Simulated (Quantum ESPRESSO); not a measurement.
## Energy of SnTe along an even scaling of the cell

System: SnTe (Fm-3m, 2 atoms in the cell).
Method: Kohn-Sham DFT of a periodic cell, LDA, PseudoDojo 0.4.1 SR LDA standard, no spin polarisation (Quantum ESPRESSO 7.5).

The 7 runs differ only in the geometry, by an even scaling of the cell at fixed fractional positions. The structure derives from an entry of the Crystallography Open Database.

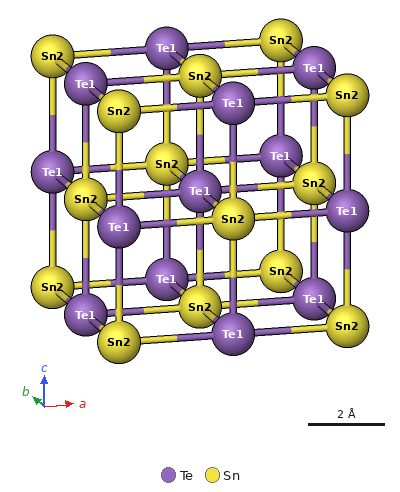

Figure 1. The structure of run 4 (ball-and-stick view of the cell 4 times as large as that of the calculation, set on its symmetry axes, seen slightly off an axis; atoms are numbered from 1 in the order of the input).

**Input of run 4**
```
&CONTROL
  calculation = 'scf'
  prefix = 'pwscf'
  outdir = './tmp'
  pseudo_dir = './pseudo'
  tprnfor = .true.
  tstress = .true.
  disk_io = 'nowf'
/
&SYSTEM
  ibrav = 0
  nat = 2
  ntyp = 2
  ecutwfc = 80
  nbnd = 22
  occupations = 'smearing'
  smearing = 'fd'
  degauss = 0.00367493
/
&ELECTRONS
  conv_thr = 4d-10
  electron_maxstep = 120
  mixing_beta = 0.5
/
ATOMIC_SPECIES
Te   127.6000 Te.upf
Sn   118.7100 Sn.upf
CELL_PARAMETERS angstrom
   0.0000000000    3.1508500000    3.1508500000
   3.1508500000    0.0000000000    3.1508500000
   3.1508500000    3.1508500000    0.0000000000
ATOMIC_POSITIONS crystal
Te     0.5000000000    0.5000000000    0.5000000000
Sn     0.0000000000    0.0000000000    0.0000000000
K_POINTS automatic
7 7 7 0 0 0
```

Command:
```bash
OMP_NUM_THREADS=1 pw.x -in pw.in > pw.out
```

Lattice vectors (Å) and fractional positions of run 4:
```
   0.000000    3.150850    3.150850
   3.150850    0.000000    3.150850
   3.150850    3.150850    0.000000
Te  0.500000  0.500000  0.500000
Sn  0.000000  0.000000  0.000000
```

Run 3 differs from it as follows:
```diff
-   0.0000000000    3.1508500000    3.1508500000
-   3.1508500000    0.0000000000    3.1508500000
-   3.1508500000    3.1508500000    0.0000000000
+   0.0000000000    3.1297027185    3.1297027185
+   3.1297027185    0.0000000000    3.1297027185
+   3.1297027185    3.1297027185    0.0000000000
```

**Results, with one run withheld**

```csv
run,volume per atom (Å³),"free energy per atom, from the lowest run given (meV)",pressure (GPa),gap on the mesh (eV)
1,29.404,3.78,1.54,0.65
2,30.030,0.00,0.39,0.69
3,30.656,?,?,?
4,31.281,4.71,−1.55,0.67
5,31.907,12.34,−2.37,0.66
6,32.532,23.00,−3.10,0.66
7,33.158,36.36,−3.76,0.66
```

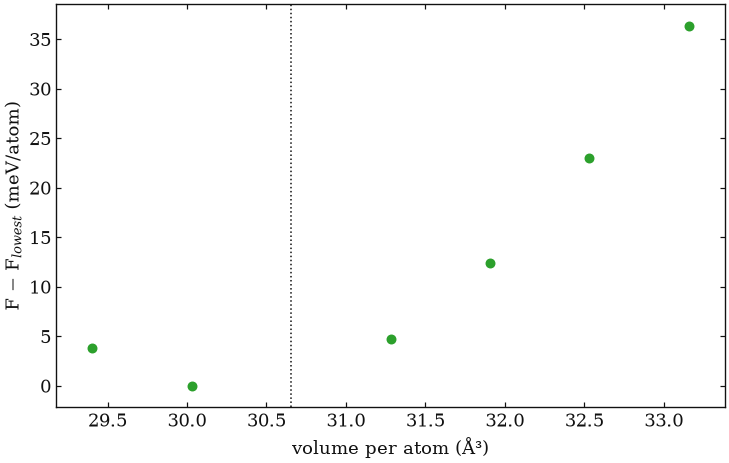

Figure 2. Free energy per atom of the runs given; the dotted line marks run 3.

Fit the runs given and predict run 3.

A cubic polynomial in V^(−2/3) (the Birch–Murnaghan form), fitted to the 6 runs given, misses them by at most 0.01 meV per atom. With x = V^(−2/3) − 0.10060 Å⁻², it reads F = 5.2924 − 4722.4 x + 9.9183e+05 x² + 2.2404e+06 x³ (meV per atom). At run 3 it gives 0.46 meV per atom, and the run itself gives 0.46. The slope of the fit gives a pressure −dF/dV of −0.62 GPa there, and the run prints −0.64 GPa. The fit has its minimum at 30.268 Å³ per atom, where V d²F/dV² gives 50.3 GPa: the bulk modulus at this level, since symmetry fixes the shape and the positions. The gap on the mesh lies between 0.65 eV (run 1) and 0.69 eV (run 2); run 3 has 0.68 eV. These are gaps of this functional on this mesh, which can miss the band edges; they aren't the measured gap.

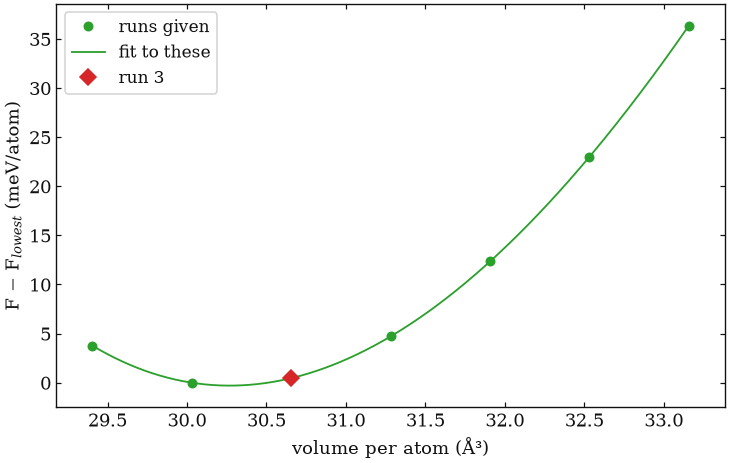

Figure 3. The fit and the withheld run.

**Some lines of the output (run 3)**
```
[...]
     unit-cell volume          =     413.7480 (a.u.)^3
     number of k points=    20  Fermi-Dirac smearing, width (Ry)=  0.0037
     total energy              =    -366.46035137 Ry
     total energy              =    -366.46312016 Ry
     total energy              =    -366.46325972 Ry
     total energy              =    -366.46326620 Ry
     total energy              =    -366.46326704 Ry
     total energy              =    -366.46326709 Ry
     the Fermi energy is     9.9705 ev
!    total energy              =    -366.46326709 Ry
     The total energy is F=E-TS. E is the sum of the following terms:
     Computing stress (Cartesian axis) and pressure
          total   stress  (Ry/bohr**3)                   (kbar)     P=       -6.37
```
